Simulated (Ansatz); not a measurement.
# GW calculation, with input and output: AlAs

- system: AlAs (2 atoms in the cell)
- method: G0W0 on PBE, plane waves, PAW, no spin polarisation (Ansatz 0.2.0)

The structure derives from an entry of the Crystallography Open Database. The geometry comes from this level: r2SCAN. It belongs to a series of runs on one base structure; here: bands and screening cutoff.

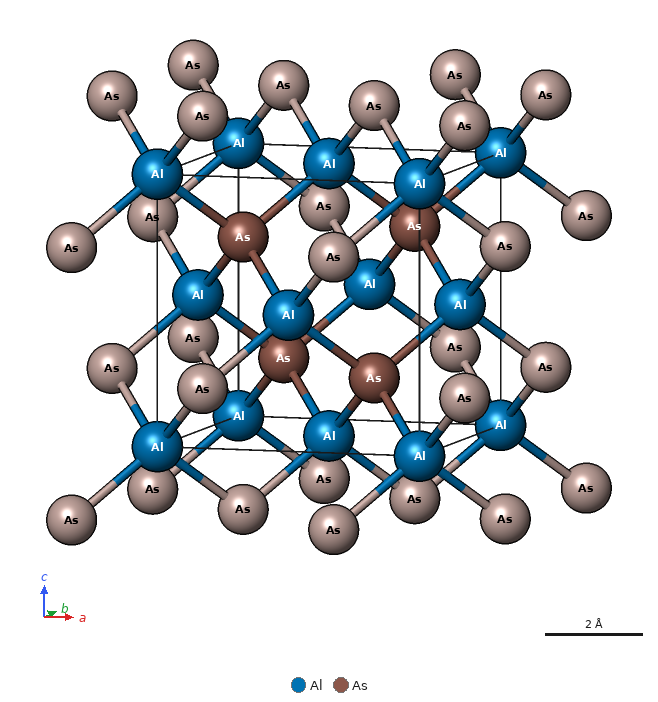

Fig. 1: The input geometry (ball-and-stick view of the cell 4 times as large as that of the calculation, set on its symmetry axes, seen slightly off an axis; neighbours outside the cell are drawn fainter). Near neighbours in the crystal (not all of them lie inside the picture): Al has 4 As at 2.46 Å; As has 4 Al at 2.46 Å.

**Key numbers**

```json
{"quantity": "outcome", "value": "converged"}
{"quantity": "space group (tolerance 0.01 Å)", "value": "F-43m (216)"}
{"quantity": "electrons treated", "value": "18"}
{"quantity": "free energy", "value": "−5394.4931 eV"}
{"quantity": "Fermi energy", "value": "6.308 eV"}
{"quantity": "gap on the k-point mesh", "value": "1.44 eV"}
{"quantity": "quasiparticle gap on the mesh", "value": "2.13 eV"}
{"quantity": "hardware", "value": "2 threads of an x86-64 CPU, shared host"}
{"quantity": "wall time", "value": "69 s (CPU time 2.2 min)"}
{"quantity": "peak memory", "value": "0.68 GiB"}
```

**Notes**

The GW levels are not extrapolated in basis or mesh.

**Input**
```yaml
crystal:
  lattice:
    - [0.0, 2.8389251756, 2.8389251756]
    - [2.8389251756, 0.0, 2.8389251756]
    - [2.8389251756, 2.8389251756, 0.0]
  atoms:
    - { symbol: Al, position: [0.0, 0.0, 0.0] }
    - { symbol: As, position: [0.25, 0.25, 0.25] }
kpoints:
  mp_grid: { grid: [4, 4, 4] }
hamiltonian:
  xc: pbe
scf:
  occupations: { method: fixed }
gw:
  n_empty_bands: 339
  ecut_chi: 220
  qp_bands: [v2, c2]
  qp_kpoints: band_edges
  screening: { model: contour_deformation }
```

Launch command:
```bash
ansatz run input.yaml --threads 2 --pin off --max-ram 2211MiB --backend cpu --events-out ev --progress --plain --runs-dir out
```

**Output**
```
Engine: ansatz 0.2.0, x86_64-unknown-linux-gnu
Pseudopotentials: kind: paw
Pseudopotential: Al, paw, valence charge 3, recommended cutoff 420 eV (normal), Al.paw.azcp
Pseudopotential: As, paw, valence charge 15, recommended cutoff 420 eV (normal), As.paw.azcp
Functional definition: PBE
  parameter kappa = 0.804
  parameter beta = 0.06672455060314922
  exchange = pbe_x(kappa = kappa, mu = beta*pi^2/3)
  correlation = pbe_c(beta = beta)
Crystal: 2 atoms, lattice volume = 45.761 Å³
Basis set: ecut = 420 eV, 893 PW (Γ)
Bands: 13, of which v1, the nominal top of the filled ones, is band 9 counted from 1 (8 counted from 0)
Symmetry: 24 space group operations
Space group: F-43m (ITA 216), of the structure as read, at distance tolerance 3.6e-5 Å
k-points: 8 of 64 (time reversal used)
Non-local potential: Al, projectors of the file, l = 0: 2, l = 1: 2, l = 2: 1
Non-local potential: As, projectors of the file, l = 0: 2, l = 1: 2, l = 2: 3, l = 3: 1
PAW form: soft (Blöchl's): semilocal exchange-correlation on the pseudo side does not see the compensation charge
PAW one-centre angular grid: Al, 110 points (default); XC on 64 Gauss nodes
PAW one-centre angular grid: As, 590 points (default); XC on 64 Gauss nodes
Initial density: superposition of atomic densities (neutral atoms: chi_scale 0, normalization atom), corrected by the library's trained network
Initial wavefunctions: pseudopotential atomic-orbital guess
Functional: x = pbe(κ = 0.804, μ = 0.2195149727645171), c = pbe(β = 0.06672455060314922)
SCF iter   1: F=—  HF=-5394.493251 eV  |F-HF|=—  |Δ(HF+E_count)|=         —  Δρ=5.27e-4  dr2=4.43e-5  ethr=1.77e-3  ⟨swp⟩=4.8  Hψ=539  notcnv=0  defer=11
preconditioner: auto → none  [insulator: Δε(μ)=1.435 eV  Ē_g=9.785 eV  n_scr=14 (ndim 8)  ℏωp=15.5 eV  f_vac=0.006  ε∞_Penn≈3.5]
SCF iter   2: F=—  HF=-5394.493075 eV  |F-HF|=—  |Δ(HF+E_count)|=   1.76e-4  Δρ=3.59e-4  dr2=2.98e-5  ethr=2.46e-7  ⟨swp⟩=2.0  Hψ=259  notcnv=0  defer=12
SCF iter   3: F=—  HF=-5394.493094 eV  |F-HF|=—  |Δ(HF+E_count)|=   1.86e-5  Δρ=1.71e-4  dr2=6.20e-6  ethr=1.65e-7  ⟨swp⟩=2.0  Hψ=176  notcnv=0  defer=12
SCF iter   4: F=—  HF=-5394.493107 eV  |F-HF|=—  |Δ(HF+E_count)|=   1.27e-5  Δρ=5.30e-5  dr2=3.94e-7  ethr=3.44e-8  ⟨swp⟩=2.1  Hψ=176  notcnv=0  defer=16
SCF iter   5: F=—  HF=-5394.493108 eV  |F-HF|=—  |Δ(HF+E_count)|=   1.28e-6  Δρ=3.11e-5  dr2=2.73e-7  ethr=2.19e-9  ⟨swp⟩=2.0  Hψ=176  notcnv=0  defer=16
SCF iter   6: F=—  HF=-5394.493108 eV  |F-HF|=—  |Δ(HF+E_count)|=   3.31e-7  Δρ=1.68e-5  dr2=7.82e-8  ethr=5.56e-10  ⟨swp⟩=4.2  Hψ=560  notcnv=0
SCF iter   7: F=-5394.493108 eV  HF=-5394.493108 eV  |F-HF|=1.56e-10  |Δ(HF+E_count)|=   9.77e-8  Δρ=3.84e-7  dr2=4.35e-11  ethr=4.34e-10  ⟨swp⟩=3.1  Hψ=249  notcnv=0
SCF 1 converged in 7 iterations: F = -5394.493108 eV  dr2 = 4.35e-11
  greatest PAW one-centre occupation: 0.999 electrons in one spin orbital (limit 2), on the As atom at site 1 (counted from 0), in its partial waves of l = 2
```

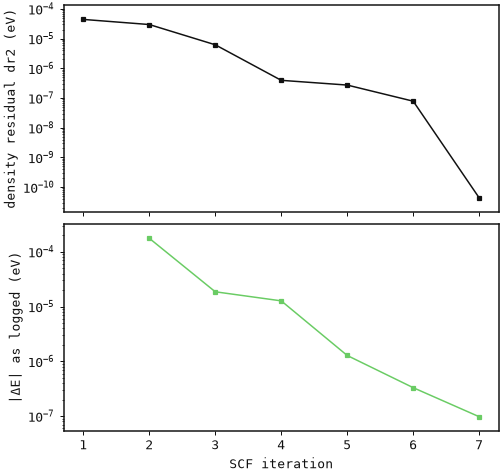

Fig. 2: Convergence of the self-consistent field: density residual dr2 and size of the energy change against the SCF iteration. The residual falls at every step.

```
NSCF: frozen V_eff on 8 k-points
G₀W₀ screening: q 1/8
G₀W₀ screening: q 2/8 (q-point 5)
G₀W₀ screening: q 3/8 (q-point 6)
G₀W₀ screening: q 4/8 (q-point 2)
G₀W₀ screening: q 5/8 (q-point 4)
G₀W₀ screening: q 6/8 (q-point 8)
G₀W₀ screening: q 7/8 (q-point 3)
G₀W₀ screening: q 8/8 (q-point 7)
G₀W₀ self-energy: k 1/6
G₀W₀ self-energy: k 2/6
G₀W₀ self-energy: k 3/6
G₀W₀ self-energy: k 4/6
G₀W₀ self-energy: k 5/6
G₀W₀ self-energy: k 6/6
NSCF: frozen V_eff on 1 k-points
SCF converged after 7 iterations
Free energy (F): -5394.493108 eV
Harris-Foulkes:  -5394.493108 eV  (|F-HF|=1.56e-10)
Internal energy: -5394.493108 eV  (E = F + TS)
E sigma→0 (E₀):  -5394.493108 eV
Fermi energy:    6.308041 eV
--- Per-component energies (eV) ---
  E_band       = -266.660494
  E_kinetic    = 126.973129
  E_local      = -2121.921194  (includes V_loc(G=0)·N_el)
  E_nonlocal   = -659.995272
  E_hartree    = 1134.642386
  E_xc         = -119.049982
  E_vxc        = -108.388123  (∫ρ·V_xc dr)
  E_paw        = -2303.179439  (= ΣΔE_a)
  E_vpaw       = 227.386107  (= ΣTr[D̂ρ^β])
  E_aug_tail   = 0.000006  (compensation charges beyond the density's cutoff)
  E_ewald      = -1451.962742
  E_smearing   = -0.000000  (= −TS)
  E_closure    = 0.000000  (closes the sum)
  Σ components = -5394.493108   (vs F -5394.493108, Δ=0.00e0)
--- Band table (eV; the first three rows and the last of 8) ---
  k-point 0: bands = ["-28.0124", "-28.0124", "-28.0124", "-28.0022", "-28.0022", "-5.5054", "6.3080", "6.3080", "6.3080", "8.2841", "10.5681", "10.5681", "10.5681"]
  k-point 1: bands = ["-28.0123", "-28.0120", "-28.0120", "-28.0021", "-28.0021", "-4.9342", "2.9351", "5.8325", "5.8325", "8.8759", "11.1898", "11.1898", "12.7042"]
  k-point 2: bands = ["-28.0122", "-28.0116", "-28.0116", "-28.0020", "-28.0020", "-4.1029", "0.7715", "5.4888", "5.4888", "8.4058", "10.9667", "10.9667", "14.0337"]
  k-point 7: bands = ["-28.0121", "-28.0117", "-28.0106", "-28.0024", "-28.0017", "-3.5286", "1.2363", "3.1627", "3.5106", "10.6204", "11.8970", "11.9656", "12.3467"]
--- G₀W₀: contour deformation, 7 samples at zero and on the imaginary axis and 2 off it, 64 q-points, 339 empty bands' worth ---
  eigenvalues of the whole cell's RPA ε∞ on this k-mesh (on a slab, of 1 + 4πα/V) = 14.5832, 14.5832, 14.5832; static W/v taken at q = 0 is 0.068572
  bands read: the sum over 348 bands ends inside a degenerate multiplet in 2 slots, whose members it reads at an even weight; the widest, k=0: bands 348 to 350 (counted from 1) at 1/3 each
  gw.qp_kpoints: band_edges: 6 of 8 stored k-points solved, in 1 pass; an edge of the gap read off the rows below is read off those points alone
    valence top: of the k-points left out ik 5 came nearest to being solved in a further pass, in band 9 (counted from 1, as in the quasiparticle table): it holds the edge there only if its correction is more favourable than any solved in that band by at least 0.892 eV; those differ by 0.049 eV
    conduction bottom: of the k-points left out ik 5 came nearest to being solved in a further pass, in band 10 (counted from 1, as in the quasiparticle table): it holds the edge there only if its correction is more favourable than any solved in that band by at least 1.933 eV; those differ by 0.285 eV
    ik  band        ε_KS         Σx   Σc(E_QP)       V_xc       Z   E_QP_lin       E_QP  E_QP is
     0     8      6.3080   -15.9476     1.2540   -13.9117  0.7684     5.5182     5.5262  root
     0     9      6.3080   -15.9476     1.2540   -13.9117  0.7684     5.5182     5.5262  root
     0    10      8.2841    -9.3235    -4.2654   -13.7884  0.7792     8.4840     8.4836  root
     0    11     10.5681    -6.5570    -4.4721   -11.1574  0.7622    10.6966    10.6964  root
     1     8      5.8325   -15.7730     1.3812   -13.6058  0.7647     5.0378     5.0464  root
     1     9      5.8325   -15.7730     1.3812   -13.6058  0.7647     5.0378     5.0464  root
     1    10      8.8759    -7.8245    -4.1959   -12.1548  0.7766     9.0106     9.0103  root
     1    11     11.1898    -6.3153    -4.6499   -11.0731  0.7536    11.2979    11.2977  root
     2     8      5.4888   -15.8185     1.5331   -13.4839  0.7613     4.6776     4.6873  root
     2     9      5.4888   -15.8185     1.5331   -13.4839  0.7613     4.6776     4.6873  root
     2    10      8.4058    -7.7792    -4.0544   -11.9443  0.7798     8.5167     8.5165  root
     2    11     10.9667    -5.7102    -4.5371   -10.3250  0.7619    11.0444    11.0442  root
     3     8      4.9768   -15.3894     1.6546   -12.9309  0.7570     4.1622     4.1730  root
     3     9      4.9768   -15.3894     1.6546   -12.9309  0.7570     4.1622     4.1730  root
     3    10      8.8769    -6.0718    -4.0439   -10.1296  0.7788     8.8908     8.8908  root
     3    11     10.0510    -6.7253    -4.3381   -11.1178  0.7722    10.1054    10.1053  root
     4     8      3.6016   -14.8552     2.0553   -12.0078  0.7385     2.7955     2.8095  root
     4     9      4.7063   -15.4688     1.7834   -12.8696  0.7535     3.8788     3.8905  root
     4    10      8.8555    -5.9554    -4.0436    -9.9888  0.7810     8.8454     8.8454  root
     4    11     11.4443    -6.8121    -4.6310   -11.4820  0.7537    11.4832    11.4832  root
     6     8      4.1525   -15.4387     2.0262   -12.5815  0.7458     3.3073     3.3216  root
     6     9      4.1525   -15.4387     2.0262   -12.5815  0.7458     3.3073     3.3216  root
     6    10      7.7442    -5.3435    -3.8129    -9.0706  0.7873     7.6586     7.6585  root
     6    11      8.5909    -6.3777    -3.8864   -10.2735  0.7839     8.6002     8.6002  root
```

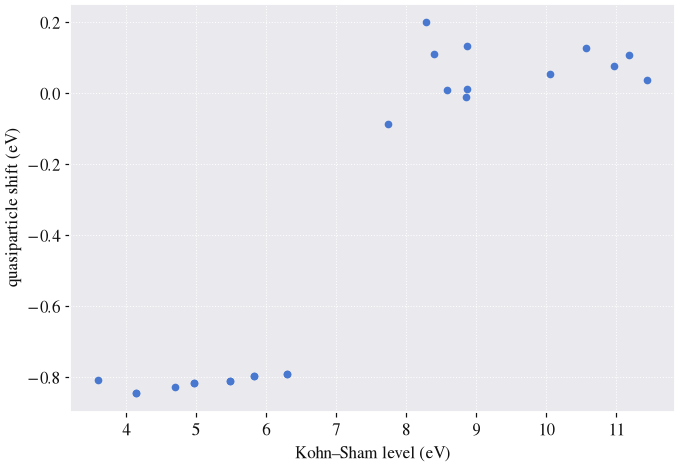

Fig. 3: Quasiparticle corrections (linearised) against the Kohn–Sham levels, for the bands and k-points computed. On this mesh the gap goes from 1.44 to 2.13 eV.

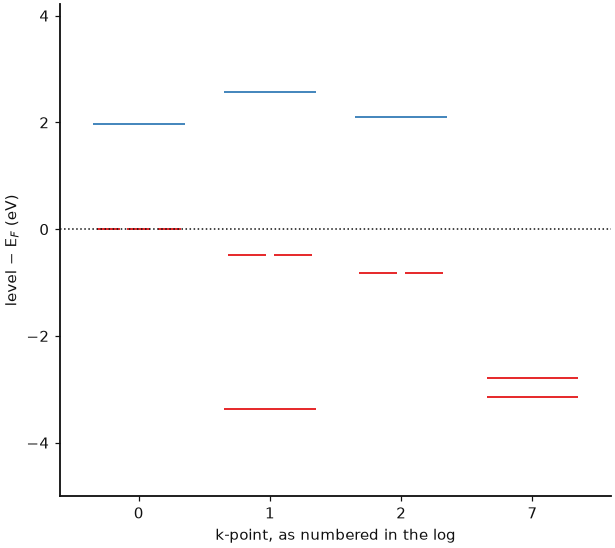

Fig. 4: Kohn–Sham levels near the Fermi level (dotted) at the few k-points that the log prints; levels within 0.02 eV of each other stand side by side. Among these points the highest filled and lowest empty levels are 1.98 eV apart; the gap on the full mesh, 1.44 eV, has an edge at a point that isn't printed.
